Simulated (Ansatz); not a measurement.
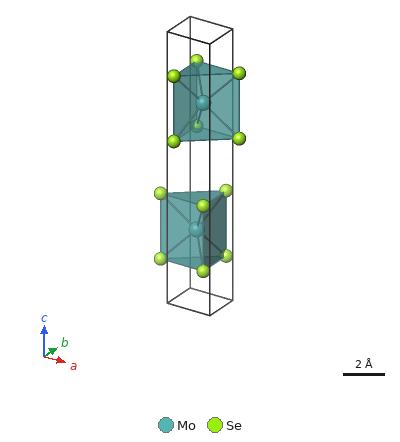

Fig. 1: The structure as given in the input (polyhedral view of the cell of the calculation, seen slightly off an axis; polyhedra are completed across the faces of the cell).

Run report: MoSe₂, geometry relaxation (part 1 of 2)

System: MoSe₂ (6 atoms in the cell).
Method: DFT PBEsol, scalar-relativistic, plane waves, PAW, no spin polarisation (Ansatz 0.2.0).

The structure derives from an entry of the Crystallography Open Database.

### Input
```yaml
crystal:
  lattice:
    - [3.3194408128, 0.0, 0.0]
    - [-1.6597204064, 2.8747200702, 0.0]
    - [0.0, 0.0, 13.9834926843]
  atoms:
    - { symbol: Mo, position: [0.3333333333, 0.6666666667, 0.25] }
    - { symbol: Mo, position: [0.6666666667, 0.3333333333, 0.75] }
    - { symbol: Se, position: [0.3333333333, 0.6666666667, 0.6296563734] }
    - { symbol: Se, position: [0.6666666667, 0.3333333333, 0.1296563734] }
    - { symbol: Se, position: [0.3333333333, 0.6666666667, 0.8703436266] }
    - { symbol: Se, position: [0.6666666667, 0.3333333333, 0.3703436266] }
basis:
  ecutwfc: 420
kpoints:
  mp_grid: { grid: [9, 9, 2] }
hamiltonian:
  xc: pbesol
scf:
  occupations: { method: gaussian, width: 0.02 }
output:
  forces: true
  stress: true
  eigenvalues: true
  write_density: true
  write_potential: true
  elf: true
  volumetric_format: npy
relax:
  adjacent_minimum: "off"
  f_tol: 0.01
  max_steps: 30
  cell: { stress_tol: 0.1, fix: [volume] }
```

Run on 4 threads of AMD EPYC (Zen 5), 64 GiB of memory available, shared host.

Launch command:
```bash
ansatz run input.yaml --threads 4 --pin off --max-ram 10240MiB --backend cpu --events-out ev --progress --plain --runs-dir out
```

### The program's output
```
Engine: ansatz 0.2.0, x86_64-unknown-linux-gnu
Pseudopotentials: kind: paw
Pseudopotential: Mo, paw, valence charge 14, recommended cutoff 420 eV (normal), Mo.paw.azcp
Pseudopotential: Se, paw, valence charge 16, recommended cutoff 420 eV (normal), Se.paw.azcp
Functional definition: PBEsol
  exchange = pbesol_x
  correlation = pbesol_c
Crystal: 6 atoms, lattice volume = 133.437 Å³
Basis set: ecut = 420 eV, 2651 PW (Γ), exchange–correlation on 48×48×192 points (8 copies of the dense FFT grid, shifted against one another)
Bands: 56, of which v1, the nominal top of the filled ones, is band 46 counted from 1 (45 counted from 0)
Symmetry: 24 space group operations
Space group: P63/mmc (ITA 194), of the structure as read, at distance tolerance 5.1e-5 Å
k-points: 24 of 162
Non-local potential: Mo, projectors of the file, l = 0: 3, l = 1: 2, l = 2: 2, l = 3: 1
Non-local potential: Se, projectors of the file, l = 0: 2, l = 1: 2, l = 2: 3, l = 3: 1
PAW form: soft (Blöchl's): semilocal exchange-correlation on the pseudo side does not see the compensation charge
PAW frozen core: Mo, regenerated for the run's functional, and the local potential with it (the file was generated under x = pbe(κ = 0.804, μ = 0.2195149727645171), c = pbe(β = 0.06672455060314922))
PAW frozen core: Se, regenerated for the run's functional, and the local potential with it (the file was generated under x = pbe(κ = 0.804, μ = 0.2195149727645171), c = pbe(β = 0.06672455060314922))
PAW one-centre angular grid: Mo, 590 points (default); XC on 64 Gauss nodes
PAW one-centre angular grid: Se, 590 points (default); XC on 64 Gauss nodes
Initial density: superposition of atomic densities (neutral atoms: chi_scale 0, normalization atom), corrected by the library's trained network
Initial wavefunctions: pseudopotential atomic-orbital guess
Functional: x = pbesol(κ = 0.804, μ = 0.12345679012345678), c = pbesol(β = 0.046)
SCF iter   1: F=—  HF=-31495.966792 eV  |F-HF|=—  |Δ(HF+E_count)|=         —  Δρ=5.24e-3  dr2=1.56e-2  ethr=1.77e-3  ⟨swp⟩=6.7  Hψ=4823  notcnv=0
preconditioner: auto → Resta (q_TF=auto, 2.564 Å⁻¹)  ε∞=6.3  [insulator: Δε(μ)=1.206 eV  Ē_g=8.377 eV  σ=0.020 eV  W_gap=1.00  n_scr=40 (ndim 8)  ℏωp=19.3 eV  f_vac=0.137  D(μ)=0.00/eV (n_scr^D=0)  ε∞_Penn≈6.3]
SCF iter   2: F=—  HF=-31495.970244 eV  |F-HF|=—  |Δ(HF+E_count)|=   3.45e-3  Δρ=2.85e-3  dr2=5.46e-3  ethr=1.70e-5  ⟨swp⟩=2.0  Hψ=2292  notcnv=0  defer=48
SCF iter   3: F=—  HF=-31495.972272 eV  |F-HF|=—  |Δ(HF+E_count)|=   2.03e-3  Δρ=1.11e-3  dr2=2.08e-3  ethr=5.93e-6  ⟨swp⟩=2.0  Hψ=1820  notcnv=0  defer=48
SCF iter   4: F=—  HF=-31495.972223 eV  |F-HF|=—  |Δ(HF+E_count)|=   4.84e-5  Δρ=2.86e-4  dr2=1.53e-4  ethr=2.26e-6  ⟨swp⟩=2.2  Hψ=1611  notcnv=0  defer=48
SCF iter   5: F=—  HF=-31495.972223 eV  |F-HF|=—  |Δ(HF+E_count)|=   2.97e-7  Δρ=9.24e-5  dr2=1.26e-5  ethr=1.66e-7  ⟨swp⟩=2.0  Hψ=1676  notcnv=0  defer=48
SCF iter   6: F=—  HF=-31495.972244 eV  |F-HF|=—  |Δ(HF+E_count)|=   2.07e-5  Δρ=2.26e-5  dr2=9.99e-7  ethr=1.37e-8  ⟨swp⟩=2.0  Hψ=1688  notcnv=0  defer=48
SCF iter   7: F=-31495.972245 eV  HF=-31495.972245 eV  |F-HF|=2.44e-8  |Δ(HF+E_count)|=   3.57e-7  Δρ=4.46e-6  dr2=4.82e-8  ethr=1.09e-10  ⟨swp⟩=11.5  Hψ=9101  notcnv=0
SCF 1 converged in 7 iterations: F = -31495.972245 eV  dr2 = 4.82e-8
  greatest PAW one-centre occupation: 1.000 electrons in one spin orbital (limit 2), on the Se atom at site 5 (counted from 0), in its partial waves of l = 2
relax step   1: F+E_penalty+E_count = -31495.97224453 eV  Δ(F+E_penalty+E_count) = +0.000e0 eV  max|allowed force component| = 5.555e-1 eV/Å  Δτ_max = 0.0000 Å  P = -4.863 GPa  Ω = 133.437 Å³  fix = [volume]  reactions: volume -4.863 GPa  (7 SCF iters, dr2 threshold 1.00e-7 eV, accepted)
Initial density: handed on by an earlier stage of this run
Initial wavefunctions: those handed on with the density
iter 1 solved again at ethr=1.15e-4 eV; its pass at ethr=3.10e-3 eV (dr2=1.06e-1 eV) is discarded
SCF iter   1: F=—  HF=-31496.011310 eV  |F-HF|=—  |Δ(HF+E_count)|=         —  Δρ=8.32e-3  dr2=1.06e-1  ethr=1.15e-4  ⟨swp⟩=2.0  Hψ=6177  notcnv=0
preconditioner: auto → Resta (q_TF=auto, 2.564 Å⁻¹)  ε∞=5.9  [insulator: Δε(μ)=1.305 eV  Ē_g=8.685 eV  σ=0.020 eV  W_gap=1.00  n_scr=40 (ndim 8)  ℏωp=19.3 eV  f_vac=0.177  D(μ)=0.00/eV (n_scr^D=0)  ε∞_Penn≈5.9]
SCF iter   2: F=—  HF=-31495.992169 eV  |F-HF|=—  |Δ(HF+E_count)|=   1.91e-2  Δρ=3.99e-3  dr2=2.18e-2  ethr=1.15e-4  ⟨swp⟩=2.1  Hψ=1810  notcnv=0
SCF iter   3: F=—  HF=-31495.988734 eV  |F-HF|=—  |Δ(HF+E_count)|=   3.43e-3  Δρ=2.10e-3  dr2=6.13e-3  ethr=2.37e-5  ⟨swp⟩=2.7  Hψ=1905  notcnv=0
SCF iter   4: F=—  HF=-31495.987918 eV  |F-HF|=—  |Δ(HF+E_count)|=   8.16e-4  Δρ=5.05e-4  dr2=3.97e-4  ethr=6.67e-6  ⟨swp⟩=2.4  Hψ=2214  notcnv=0
SCF iter   5: F=—  HF=-31495.987973 eV  |F-HF|=—  |Δ(HF+E_count)|=   5.42e-5  Δρ=1.95e-4  dr2=8.24e-5  ethr=4.31e-7  ⟨swp⟩=2.0  Hψ=2366  notcnv=0
SCF iter   6: F=—  HF=-31495.987984 eV  |F-HF|=—  |Δ(HF+E_count)|=   1.11e-5  Δρ=6.83e-5  dr2=2.25e-5  ethr=8.95e-8  ⟨swp⟩=2.0  Hψ=2372  notcnv=0
SCF iter   7: F=—  HF=-31495.988000 eV  |F-HF|=—  |Δ(HF+E_count)|=   1.64e-5  Δρ=1.90e-5  dr2=6.70e-7  ethr=2.44e-8  ⟨swp⟩=2.0  Hψ=1759  notcnv=0
SCF iter   8: F=-31495.988001 eV  HF=-31495.988001 eV  |F-HF|=9.27e-8  |Δ(HF+E_count)|=   9.31e-7  Δρ=6.01e-6  dr2=5.89e-8  ethr=6.52e-10  ⟨swp⟩=10.9  Hψ=12026  notcnv=0
SCF 2 converged in 8 iterations: F = -31495.988001 eV  dr2 = 5.89e-8
  greatest PAW one-centre occupation: 1.000 electrons in one spin orbital (limit 2), on the Se atom at site 4 (counted from 0), in its partial waves of l = 2
relax step   2: F+E_penalty+E_count = -31495.98800106 eV  Δ(F+E_penalty+E_count) = -1.576e-2 eV  max|allowed force component| = 6.742e-1 eV/Å  Δτ_max = 0.1004 Å  P = +2.415 GPa  Ω = 133.437 Å³  energy of the carried Pulay correction = -7.580e-18 eV  fix = [volume]  reactions: volume +2.415 GPa  (8 SCF iters, dr2 threshold 6.00e-7 eV, accepted)
Basis set: ecut = 420 eV, 2653 PW (Γ), exchange–correlation on 48×48×192 points (8 copies of the dense FFT grid, shifted against one another)
iter 1 solved again at ethr=1.34e-5 eV; its pass at ethr=3.10e-3 eV (dr2=1.23e-2 eV) is discarded
SCF iter   1: F=—  HF=-31496.041149 eV  |F-HF|=—  |Δ(HF+E_count)|=         —  Δρ=3.03e-3  dr2=1.18e-2  ethr=1.34e-5  ⟨swp⟩=2.5  Hψ=5493  notcnv=0
preconditioner: auto → Resta (q_TF=auto, 2.564 Å⁻¹)  ε∞=6.0  [insulator: Δε(μ)=1.378 eV  Ē_g=8.583 eV  σ=0.020 eV  W_gap=1.00  n_scr=40 (ndim 8)  ℏωp=19.3 eV  f_vac=0.161  D(μ)=0.00/eV (n_scr^D=0)  ε∞_Penn≈6.0]
SCF iter   2: F=—  HF=-31496.038187 eV  |F-HF|=—  |Δ(HF+E_count)|=   2.96e-3  Δρ=1.45e-3  dr2=3.49e-3  ethr=1.28e-5  ⟨swp⟩=2.0  Hψ=1856  notcnv=0
SCF iter   3: F=—  HF=-31496.037551 eV  |F-HF|=—  |Δ(HF+E_count)|=   6.36e-4  Δρ=7.42e-4  dr2=1.37e-3  ethr=3.80e-6  ⟨swp⟩=2.0  Hψ=1907  notcnv=0
SCF iter   4: F=—  HF=-31496.037380 eV  |F-HF|=—  |Δ(HF+E_count)|=   1.71e-4  Δρ=2.32e-4  dr2=9.48e-5  ethr=1.49e-6  ⟨swp⟩=2.1  Hψ=1577  notcnv=0
SCF iter   5: F=—  HF=-31496.037381 eV  |F-HF|=—  |Δ(HF+E_count)|=   1.53e-6  Δρ=6.76e-5  dr2=1.32e-5  ethr=1.03e-7  ⟨swp⟩=2.0  Hψ=2376  notcnv=0
SCF iter   6: F=—  HF=-31496.037376 eV  |F-HF|=—  |Δ(HF+E_count)|=   5.42e-6  Δρ=3.05e-5  dr2=4.06e-6  ethr=1.43e-8  ⟨swp⟩=2.0  Hψ=2400  notcnv=0
SCF iter   7: F=-31496.037378 eV  HF=-31496.037378 eV  |F-HF|=1.42e-7  |Δ(HF+E_count)|=   2.07e-6  Δρ=8.25e-6  dr2=1.63e-7  ethr=6.52e-10  ⟨swp⟩=7.5  Hψ=9753  notcnv=0
SCF 3 converged in 7 iterations: F = -31496.037378 eV  dr2 = 1.63e-7
relax step   3: F+E_penalty+E_count = -31496.03737829 eV  Δ(F+E_penalty+E_count) = -4.938e-2 eV  max|allowed force component| = 8.905e-2 eV/Å  Δτ_max = 0.0388 Å  P = -0.816 GPa  Ω = 133.437 Å³  energy of the carried Pulay correction = +1.516e-17 eV  fix = [volume]  reactions: volume -0.816 GPa  (7 SCF iters, dr2 threshold 6.00e-7 eV, accepted)
iter 1 solved again at ethr=7.84e-7 eV; its pass at ethr=3.10e-3 eV (dr2=7.21e-4 eV) is discarded
SCF iter   1: F=—  HF=-31496.038905 eV  |F-HF|=—  |Δ(HF+E_count)|=         —  Δρ=4.08e-4  dr2=6.05e-4  ethr=7.84e-7  ⟨swp⟩=3.0  Hψ=5983  notcnv=0
preconditioner: auto → Resta (q_TF=auto, 2.564 Å⁻¹)  ε∞=6.1  [insulator: Δε(μ)=1.383 eV  Ē_g=8.578 eV  σ=0.020 eV  W_gap=1.00  n_scr=40 (ndim 8)  ℏωp=19.3 eV  f_vac=0.161  D(μ)=0.00/eV (n_scr^D=0)  ε∞_Penn≈6.1]
SCF iter   2: F=—  HF=-31496.038825 eV  |F-HF|=—  |Δ(HF+E_count)|=   8.03e-5  Δρ=2.54e-4  dr2=9.80e-5  ethr=6.58e-7  ⟨swp⟩=2.0  Hψ=1492  notcnv=0
SCF iter   3: F=—  HF=-31496.038812 eV  |F-HF|=—  |Δ(HF+E_count)|=   1.32e-5  Δρ=1.19e-4  dr2=4.03e-5  ethr=1.06e-7  ⟨swp⟩=2.0  Hψ=1650  notcnv=0
SCF iter   4: F=—  HF=-31496.038804 eV  |F-HF|=—  |Δ(HF+E_count)|=   7.41e-6  Δρ=2.71e-5  dr2=9.68e-7  ethr=4.38e-8  ⟨swp⟩=2.0  Hψ=1661  notcnv=0
SCF iter   5: F=-31496.038804 eV  HF=-31496.038804 eV  |F-HF|=7.37e-8  |Δ(HF+E_count)|=   1.64e-8  Δρ=6.96e-6  dr2=6.83e-8  ethr=6.52e-10  ⟨swp⟩=10.9  Hψ=12044  notcnv=0
SCF 4 converged in 5 iterations: F = -31496.038804 eV  dr2 = 6.83e-8
relax step   4: F+E_penalty+E_count = -31496.03880431 eV  Δ(F+E_penalty+E_count) = -1.426e-3 eV  max|allowed force component| = 2.543e-3 eV/Å  Δτ_max = 0.0006 Å  P = -0.702 GPa  Ω = 133.437 Å³  fix = [volume]  reactions: volume -0.702 GPa  (5 SCF iters, dr2 threshold 6.00e-7 eV, accepted)
Initial wavefunctions: pseudopotential atomic-orbital guess (no wavefunctions were taken with the density)
iter 1 solved again at ethr=2.86e-8 eV; its pass at ethr=3.10e-3 eV (dr2=2.63e-5 eV) is discarded
SCF iter   1: F=—  HF=-31496.036245 eV  |F-HF|=—  |Δ(HF+E_count)|=         —  Δρ=3.67e-4  dr2=4.83e-6  ethr=2.86e-8  ⟨swp⟩=4.1  Hψ=9217  notcnv=0
preconditioner: auto → Resta (q_TF=auto, 2.564 Å⁻¹)  ε∞=6.1  [insulator: Δε(μ)=1.382 eV  Ē_g=8.578 eV  σ=0.020 eV  W_gap=1.00  n_scr=40 (ndim 8)  ℏωp=19.3 eV  f_vac=0.160  D(μ)=0.00/eV (n_scr^D=0)  ε∞_Penn≈6.1]
SCF iter   2: F=—  HF=-31496.038162 eV  |F-HF|=—  |Δ(HF+E_count)|=   1.92e-3  Δρ=1.86e-4  dr2=1.15e-6  ethr=5.25e-9  ⟨swp⟩=2.8  Hψ=1851  notcnv=0
SCF iter   3: F=—  HF=-31496.038798 eV  |F-HF|=—  |Δ(HF+E_count)|=   6.36e-4  Δρ=3.62e-5  dr2=3.16e-7  ethr=1.25e-9  ⟨swp⟩=2.7  Hψ=1863  notcnv=0
SCF iter   4: F=—  HF=-31496.038820 eV  |F-HF|=—  |Δ(HF+E_count)|=   2.22e-5  Δρ=6.26e-6  dr2=5.49e-8  ethr=3.43e-10  ⟨swp⟩=2.0  Hψ=1724  notcnv=0
SCF iter   5: F=—  HF=-31496.038821 eV  |F-HF|=—  |Δ(HF+E_count)|=   5.03e-7  Δρ=1.49e-6  dr2=4.49e-9  ethr=5.96e-11  ⟨swp⟩=2.3  Hψ=1942  notcnv=0
SCF iter   6: F=—  HF=-31496.038821 eV  |F-HF|=—  |Δ(HF+E_count)|=   2.29e-8  Δρ=5.66e-7  dr2=1.47e-9  ethr=4.88e-12  ⟨swp⟩=2.1  Hψ=2115  notcnv=0
SCF iter   7: F=-31496.038821 eV  HF=-31496.038821 eV  |F-HF|=7.64e-11  |Δ(HF+E_count)|=  6.58e-10  Δρ=1.38e-7  dr2=6.83e-11  ethr=1.00e-12  ⟨swp⟩=5.0  Hψ=6779  notcnv=0
SCF 5 converged in 7 iterations: F = -31496.038821 eV  dr2 = 6.83e-11
relax step   5: F+E_penalty+E_count = -31496.03882082 eV  Δ(F+E_penalty+E_count) = -1.651e-5 eV  max|allowed force component| = 2.525e-3 eV/Å  Δτ_max = 0.0000 Å  P = -0.701 GPa  Ω = 133.437 Å³  fix = [volume]  reactions: volume -0.701 GPa  stress off target by 4.00e-2 GPa on what of the cell is left free  SCF on the basis re-selected at this cell (its energy is not comparable with the rows above)  (7 SCF iters)
```

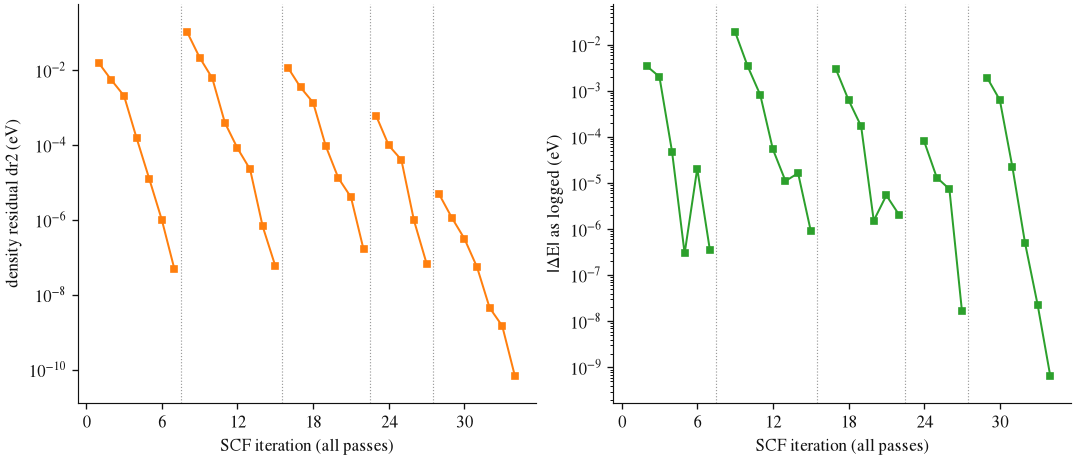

Fig. 2: Convergence of the self-consistent field: density residual dr2 and size of the energy change against the SCF iteration. The dotted lines part the SCF passes of the relaxation: geometry steps, rejected trials and re-solves on a re-selected basis. The 5 passes take 5 to 8 iterations each, 34 in all.

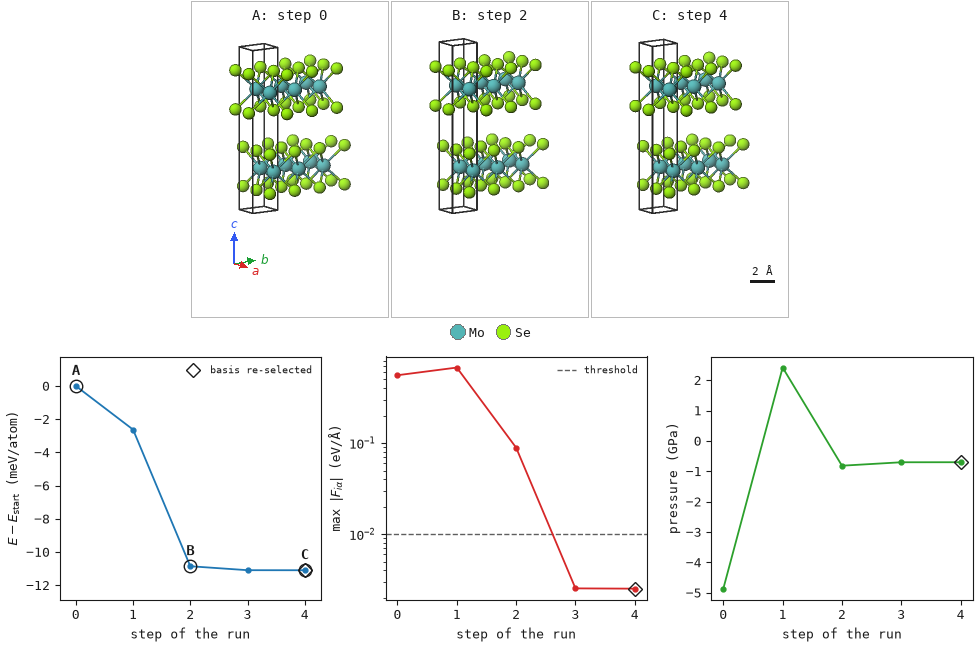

Fig. 3: Frames of the relaxation (ball-and-stick view of the cell of the calculation, repeated 2 × 3 × 1, with bonded neighbours outside it, seen slightly off an axis) above the curves, on which the letters mark them (the first geometry is step 0 here and step 1 in the log).
